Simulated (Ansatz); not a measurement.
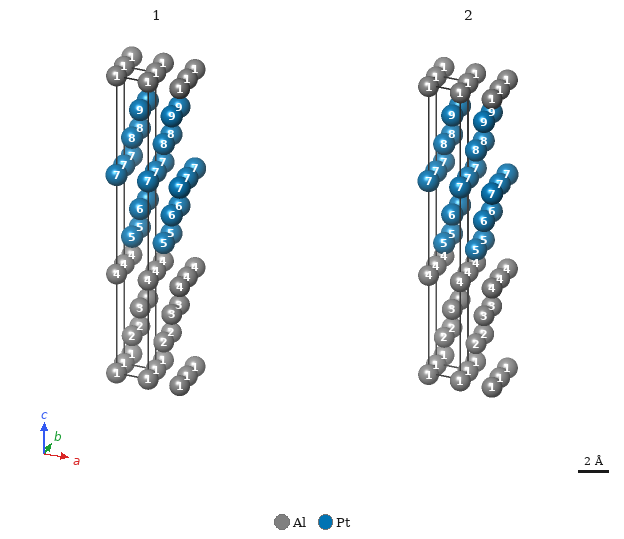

Two geometries of solid Al₄Pt₅ (set up in P-3m1), drawn at one scale. One is the start of a relaxation, the other its converged end. Style: spheres-only. Shown: the cell of the calculation, repeated 2 × 2 × 1 with one cell outlined, slightly off an axis.

All numbers below come from Ansatz 0.2.0, DFT PBE, scalar-relativistic, plane waves, PAW. Settings: plane-wave cutoff 420 eV; k-point mesh 12 × 12 × 2; occupations gaussian; smearing width 0.1 eV; no spin polarisation; cell and atoms relaxed; force threshold 0.01 eV/Å; at most 45 steps.

> Which geometry has the lower energy?

Structure 2 is the relaxed one. Case: superlattice of 4 and 5 planes along [1 1 1]. The largest moves relative to the cell, 0.18 Å, are those of Pt5 and Pt9. Pt9 goes along +c. By element the largest moves are Pt 0.18 Å, Al 0.11 Å. The volume changes by −2.0 %, with a = b 2.830 → 2.845 Å (+0.5 %), c 20.794 → 20.162 Å (−3.0 %). Some distances before and after: Al1–Pt9 2.830 → 2.554 Å, Pt5–Pt6 2.830 → 2.888 Å, Pt6–Pt7 2.830 → 2.811 Å, Al2–Al3 2.830 → 2.848 Å. The space group stays P-3m1 (No. 164). The energy falls by 65.5 meV per atom in 6 accepted moves (8 points after the start). Largest force component: 1.5 eV/Å at the start, 0.00068 eV/Å at the end. The pressure goes from −3.68 to 0.00 GPa. The SCF was repeated twice at an unchanged geometry on a basis and grid sized afresh for the cell, which shifted the energy by 0.1 meV per atom at most. Cost: 100 s on 2 threads of Intel(R) Xeon(R) Platinum 8259CL CPU @ 2.50GHz (Skylake/Cascade Lake) (shared host), peak memory 0.63 GiB.
